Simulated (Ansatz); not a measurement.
# A thicker film of KCl (110) from two thinner ones

In a field along its normal an insulating film takes a dipole p. Written as a length, p/(ε₀AE), it should grow by 1 − 1/ε for each ångström added.

How it was computed: Ansatz 0.2.0, plane waves with PAW datasets (its set soft_2), PBE; rocksalt films relaxed at a bulk in-plane lattice constant near the measured one, then held in weak fields of both signs with a dipole correction (A is the cell's area, E the outer field).

```tsv
run	distance between the outer atoms (Å)	p/(ε₀AE) (Å)
5 units	9.018	6.768
8 units	15.870	10.636
12 units	24.995	?
```

**Question.** What value belongs in the row marked “?”, and how far can the other rows tell?

Two rows fix a line: slope = (10.636 − 6.768) / (15.870 − 9.018) = 0.5645, intercept 1.6774. That slope means ε = 1/(1 − 0.5645) = 2.30. At 24.995 it gives 0.5645 × 24.995 + 1.6774 = 15.787 Å, beyond the rows fitted. Rounding of the rows alone allows about ±0.003 Å there; two rows can't show whether the line holds.

The run itself gives 15.797 Å: a miss of +0.010 Å, or 0.1 % of the value. The length is met to within 1 %, though ε is more sensitive than the length: the two thickest films give ε = 2.30.

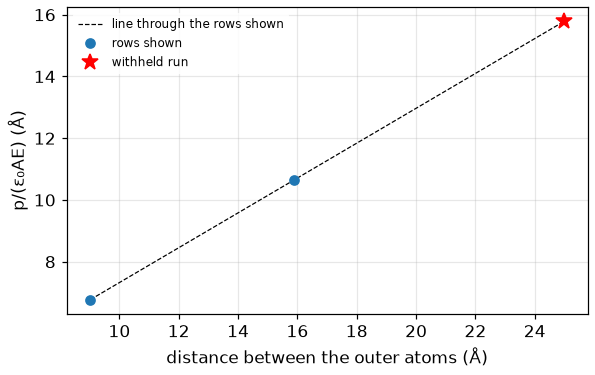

The fit and the withheld run.

Caveats: This is the electronic response alone. A unit is one step of the cut along the normal (a plane, a pair of planes or a cell), and the layers relax along it, away from their bulk spacing where the functional's lattice constant differs from the one held.

[Logs are printed without paths, hosts, clocks, repeated set-up lines and the standing remarks that a program may print on its own settings, such as how far it seeks lower states.]
